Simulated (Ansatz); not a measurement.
# Single-point calculation of Ge

System: Ge (4 atoms in the cell).
Method: DFT, PBEsol, plane waves, PAW, no spin polarisation (Ansatz 0.2.0).

The structure derives from a Materials Project entry. Figures and captions count atoms from 1; the log counts them from 0 in places.

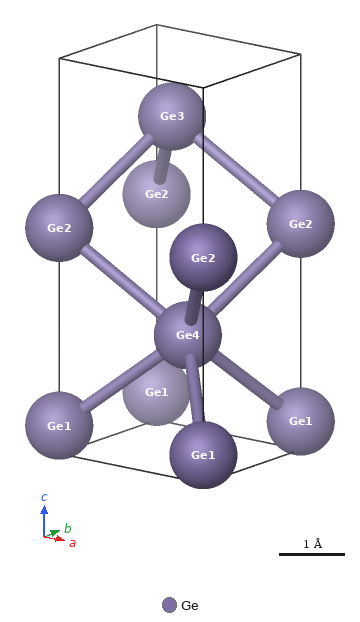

**Figure 1.** The structure (ball-and-stick view of the cell of the calculation, seen slightly off an axis; atoms are numbered from 1 in the order of the input). An atom can appear more than once, as a periodic image. Near neighbours in the periodic cell (some may lie outside the picture): Ge has 6 Ge at 2.69 Å.

Results in brief

```json
{"quantity": "outcome", "value": "converged"}
{"quantity": "space group (tolerance 0.01 Å)", "value": "P6₃/mmc (194)"}
{"quantity": "electrons treated", "value": "56"}
{"quantity": "free energy", "value": "−17013.1124 eV"}
{"quantity": "Fermi energy", "value": "10.286 eV"}
{"quantity": "gap on the k-point mesh", "value": "none (metallic)"}
{"quantity": "pressure", "value": "−0.01 GPa"}
{"quantity": "largest force (length of the vector)", "value": "under 0.001 eV/Å"}
{"quantity": "hardware", "value": "4 threads of Intel Xeon @ 2.50GHz (Skylake/Cascade Lake), 189 GiB of memory available, shared host"}
{"quantity": "wall time", "value": "6.4 s (CPU time 22 s)"}
{"quantity": "peak memory", "value": "0.52 GiB"}
```

Settings chosen away from the usual ones: scf.mixing.preconditioner set to ldos. Warnings of the run: the structure was made exactly symmetric.

Input file
```yaml
crystal:
  lattice:
    - [3.7970528725, 0.0, 0.0]
    - [-1.8985264363, 3.2883442471, 0.0]
    - [0.0, 0.0, 6.249342533]
  atoms:
    - { symbol: Ge, position: [0.0, 0.0, 1.071148556] }
    - { symbol: Ge, position: [0.0, 0.0, 0.571148556] }
    - { symbol: Ge, position: [0.3333333333, 0.6666666667, 0.821151444] }
    - { symbol: Ge, position: [0.6666666667, 0.3333333333, 0.321151444] }
basis:
  ecutwfc: 420
kpoints:
  mp_grid: { grid: [12, 12, 8] }
hamiltonian:
  xc: pbesol
scf:
  occupations: { method: gaussian, width: 0.1 }
  mixing: { preconditioner: ldos }
output:
  forces: true
  eigenvalues: true
  stress: true
```

Command:
```bash
ansatz run input.yaml --threads 4 --pin off --max-ram 9216MiB --backend cpu --events-out ev --progress --plain --runs-dir out
```

What the program printed
```
Warning: the atoms were moved onto the symmetric positions of the space group found under crystal.symmetry.tolerance 1.0e-5 (fractional; no operation is sought that the atoms, as they stand in a round, miss by more than twice it, and no atom is moved by as much as it), and the run uses the moved positions. Before a round's move an operation carried an atom to 1.80e-5 Å from where it should land, the largest such distance. Atom 0 (counting from 0) moved farthest, by 9.02e-6 Å; the longest move in fractions of the cell, of whichever atom, is 0.14 of the tolerance, in 1 round. To run the atoms as typed, lower crystal.symmetry.tolerance until the operations that they miss are no longer found, or set crystal.symmetry.detect: false (a key that needs symmetry detection or time reversal refuses this as the deck is read). The positions used, in the order of the run's atom list: position: [0.0, 0.0, 1.07115]; position: [0.0, 0.0, 0.57115]; position: [0.3333333333333333, 0.6666666666666667, 0.82115]; position: [0.6666666666666667, 0.3333333333333333, 0.32115]; The lattice was moved too: crystal.lattice keeps the space group found at crystal.symmetry.tolerance 1.0e-5 only nearly: the operation that it misses by the most changes a squared length by the fraction 3.04e-11. The run uses the lattice that is a stretch of the typed one, with no rotation, onto the one that keeps every operation to a double's rounding (on a very oblique basis the stretch itself rounds by more); the deck's lattice vector that moved farthest moved by 2.89e-11 Å. To run the lattice as typed, set crystal.symmetry.detect: false, as for the atoms. crystal.lattice made exact, in Å and degrees: [[3.797052872501342, 2.8867503496716622e-11, 0.0], [-1.898526436275671, 3.288344247084404, 0.0], [0.0, 0.0, 6.249342533]]. Pasted over the deck's crystal.lattice, beside positions in fractional coordinates, it runs the same cell (given as lengths and angles, that cell in the form's own orientation, a rigid turn of the misfit's size from the one run here, for which a checkpoint.post_process_only pass over this run's state can be refused: where this run relaxes nothing, give such a pass this deck's own crystal.lattice, as typed; behind a relaxation, as crystal.lattice, the state's own cell, identity.cell in its checkpoint.json), and a matrix so pasted ends this notice, except on a very skew basis of the lattice, where the rounding of the pasted numbers themselves can read as a misfit: the cell is then moved again, and that move is told again. The lattice as run is in this notice's lattice.as_run_ang field (Run.prep()["deck_notices"] in Python, the deck_notice line of an events file, deck_notices of ansatz run --dry-run=json, or deck_notices in record.json in the deck's checkpoint.write directory).
Engine: ansatz 0.2.0, x86_64-unknown-linux-gnu
Pseudopotentials: kind: paw
Pseudopotential: Ge, paw, valence charge 14, recommended cutoff 420 eV (normal), Ge.paw.azcp
Functional definition: PBEsol
  exchange = pbesol_x
  correlation = pbesol_c
Crystal: 4 atoms, lattice volume = 78.029 Å³
Basis set: ecut = 420 eV, 1521 PW (Γ), exchange–correlation on 54×54×90 points (8 copies of the dense FFT grid, shifted against one another)
Bands: 34, of which v1, the nominal top of the filled ones, is band 28 counted from 1 (27 counted from 0)
Symmetry: 24 space group operations
Space group: P63/mmc (ITA 194), of the structure as read, at distance tolerance 4.3e-5 Å
k-points: 95 of 1152
Non-local potential: Ge, projectors of the file, l = 0: 2, l = 1: 2, l = 2: 3, l = 3: 1
PAW form: soft (Blöchl's): semilocal exchange-correlation on the pseudo side does not see the compensation charge
PAW frozen core: Ge, regenerated for the run's functional, and the local potential with it (the file was generated under x = pbe(κ = 0.804, μ = 0.2195149727645171), c = pbe(β = 0.06672455060314922))
PAW one-centre angular grid: Ge, 590 points (default); XC on 64 Gauss nodes
Initial density: superposition of atomic densities (neutral atoms: chi_scale 0, normalization atom), corrected by the library's trained network
Initial wavefunctions: pseudopotential atomic-orbital guess
Functional: x = pbesol(κ = 0.804, μ = 0.12345679012345678), c = pbesol(β = 0.046)
SCF iter   1: F=—  HF=-17013.115932 eV  |F-HF|=—  |Δ(HF+E_count)|=         —  Δρ=2.63e-3  dr2=5.78e-3  ethr=1.77e-3  ⟨swp⟩=5.5  Hψ=12069  notcnv=0  defer=9
SCF iter   2: F=—  HF=-17013.113313 eV  |F-HF|=—  |Δ(HF+E_count)|=   2.62e-3  Δρ=1.10e-3  dr2=4.83e-4  ethr=1.03e-5  ⟨swp⟩=2.0  Hψ=6642  notcnv=0  defer=9
SCF iter   3: F=—  HF=-17013.112576 eV  |F-HF|=—  |Δ(HF+E_count)|=   7.37e-4  Δρ=5.48e-4  dr2=1.37e-4  ethr=8.62e-7  ⟨swp⟩=2.0  Hψ=5755  notcnv=0  defer=9
SCF iter   4: F=—  HF=-17013.112428 eV  |F-HF|=—  |Δ(HF+E_count)|=   1.48e-4  Δρ=1.22e-4  dr2=8.14e-6  ethr=2.44e-7  ⟨swp⟩=2.0  Hψ=5749  notcnv=0  defer=9
SCF iter   5: F=—  HF=-17013.112419 eV  |F-HF|=—  |Δ(HF+E_count)|=   9.69e-6  Δρ=1.57e-5  dr2=1.45e-7  ethr=1.45e-8  ⟨swp⟩=2.0  Hψ=5752  notcnv=0  defer=9
SCF iter   6: F=-17013.112418 eV  HF=-17013.112418 eV  |F-HF|=4.62e-9  |Δ(HF+E_count)|=   1.06e-7  Δρ=1.87e-6  dr2=2.27e-9  ethr=1.79e-10  ⟨swp⟩=6.9  Hψ=11609  notcnv=0
SCF 1 converged in 6 iterations: F = -17013.112418 eV  dr2 = 2.27e-9
  greatest PAW one-centre occupation: 0.998 electrons in one spin orbital (limit 2), on the Ge atom at site 1 (counted from 0), in its partial waves of l = 2
```

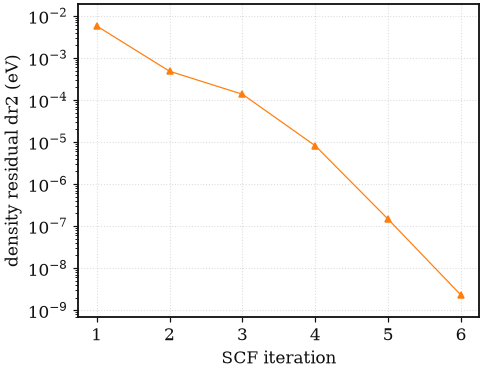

**Figure 2.** Convergence of the self-consistent field: density residual dr2 against the SCF iteration. The residual falls at every step.

```
SCF converged after 6 iterations
Free energy (F): -17013.112418 eV
Harris-Foulkes:  -17013.112418 eV  (|F-HF|=4.62e-9)
Internal energy: -17013.104830 eV  (E = F + TS)
E sigma→0 (E₀):  -17013.108624 eV
Entropy (-TS):   -0.007589 eV (-1.897 meV/atom)
Fermi energy:    10.286235 eV
--- Per-component energies (eV) ---
  E_band       = -492.972575
  E_kinetic    = 444.180313
  E_local      = -8899.470553  (includes V_loc(G=0)·N_el)
  E_nonlocal   = 1671.943932
  E_hartree    = 3893.034924
  E_xc         = -300.682755
  E_vxc        = -259.674475  (∫ρ·V_xc dr)
  E_paw        = -7907.233410  (= ΣΔE_a)
  E_vpaw       = -1236.026720  (= ΣTr[D̂ρ^β])
  E_aug_tail   = 0.001286  (compensation charges beyond the density's cutoff)
  E_ewald      = -5918.550313
  E_core_change = 3.671745  (= ΣΔE_core)
  E_smearing   = -0.007589  (= −TS)
  E_closure    = 0.000000  (closes the sum)
  Σ components = -17013.112418   (vs F -17013.112418, Δ=0.00e0)
--- Forces (eV/Å), atoms counted from 1 ---
  atom   1  Ge    -0.00000000     0.00000000     0.00000000
  atom   2  Ge     0.00000000     0.00000000     0.00000000
  atom   3  Ge     0.00000000     0.00000000     0.00000000
  atom   4  Ge    -0.00000000    -0.00000000     0.00000000
  max |Σ_I F_I| component: 5.55e-17 eV/Å
--- Stress (GPa, compression-positive) ---
       -0.007120      -0.000000       0.000000
       -0.000000      -0.007120       0.000000
        0.000000       0.000000      -0.016772
  P = ⅓ Tr σ = -0.0103 GPa (-0.103 kbar)
--- Band table (eV; the first three rows and the last of 95) ---
  k-point 0: bands = ["-14.4251", "-14.4251", "-14.4087", "-14.4087", "-14.3837", "-14.2785", "-14.2785", "-14.2747", "-14.2747", "-14.2707", "-14.2669", "-14.2669", "-14.2665", "-14.2665", "-14.2659", "-14.2174", "-14.1716", "-14.1716", "-14.1313", "-14.1313", "-2.8283", "0.8024", "1.0358", "9.2597", "9.8882", "9.8882", "10.8974", "11.5440", "11.5440", "12.5449", "13.0825", "13.0825", "14.7362", "15.3207"]
  k-point 1: bands = ["-14.4232", "-14.4232", "-14.4076", "-14.4076", "-14.3807", "-14.2926", "-14.2926", "-14.2911", "-14.2911", "-14.2851", "-14.2544", "-14.2544", "-14.2539", "-14.2489", "-14.2489", "-14.2180", "-14.1719", "-14.1719", "-14.1335", "-14.1335", "-2.7695", "0.0405", "1.9050", "8.8491", "9.9359", "9.9359", "10.9413", "11.4612", "11.4612", "12.4408", "13.1124", "13.1124", "14.8128", "15.1275"]
  k-point 2: bands = ["-14.4181", "-14.4181", "-14.4049", "-14.4049", "-14.3721", "-14.3113", "-14.3113", "-14.3071", "-14.3071", "-14.3035", "-14.2425", "-14.2394", "-14.2394", "-14.2305", "-14.2305", "-14.2196", "-14.1721", "-14.1721", "-14.1398", "-14.1398", "-2.5931", "-0.7155", "2.9800", "7.8631", "10.0765", "10.0765", "11.0684", "11.2333", "11.2333", "12.1806", "13.2268", "13.2268", "14.6954", "14.6954"]
  k-point 94: bands = ["-14.3836", "-14.3836", "-14.3473", "-14.3473", "-14.3184", "-14.3184", "-14.2927", "-14.2927", "-14.2825", "-14.2825", "-14.2773", "-14.2773", "-14.2486", "-14.2486", "-14.2309", "-14.2309", "-14.2029", "-14.2029", "-14.1975", "-14.1975", "1.6049", "1.6049", "1.9169", "1.9169", "5.3781", "5.3781", "9.5127", "9.5127", "11.1049", "11.1049", "12.1537", "12.1537", "17.2446", "17.2446"]
```
